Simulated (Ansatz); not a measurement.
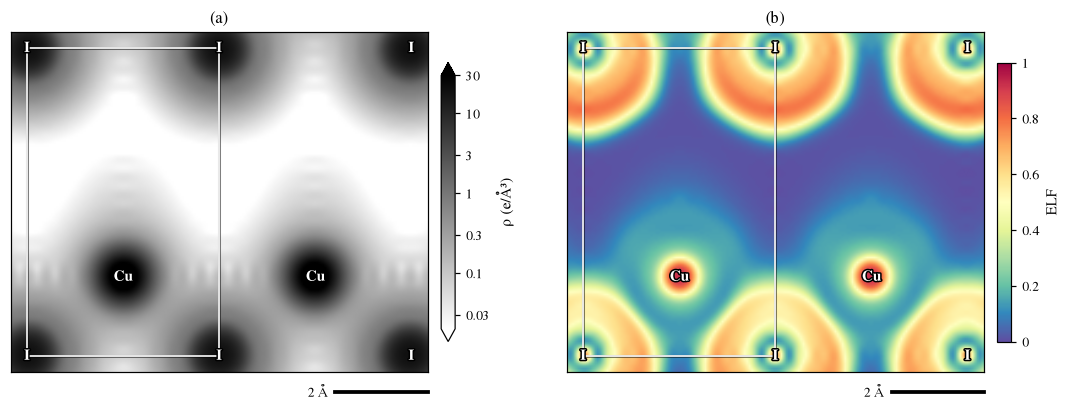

Figure 1: CuI. (a) valence electron density; (b) electron localisation function on the (010) plane of the conventional cell.

Space group P4/nmm; a structure from a database of computed crystals, not necessarily the ambient phase; not relaxed (largest force 0.9 eV/Å); computed pressure about −5 GPa in this cell.

Level of theory: Ansatz, Kohn-Sham DFT of a periodic cell, LDA, Ansatz PAW.

The density is the valence pseudo-density of a PAW calculation; it isn't the true density close to the nuclei.

Question: What do the fields say about this system?

Answer: The plane passes through I and Cu nuclei. Cu–I (2.70 Å): ρ at the midpoint is about 0.35 e/Å³, with its minimum of 0.31 e/Å³ about 1.2 Å from Cu; the ELF is about 0.50 at the midpoint. Between the atoms the lowest density in this plane is 0.005 e/Å³. The features right at Cu lie inside the PAW spheres, where the map follows smoothed inner orbitals and isn't to be read closely.

Question: Does the calculation give a band gap?

Answer: It is gapped, with a Kohn–Sham gap of 1.3 eV on the k-point mesh, an upper bound to the gap of this method.
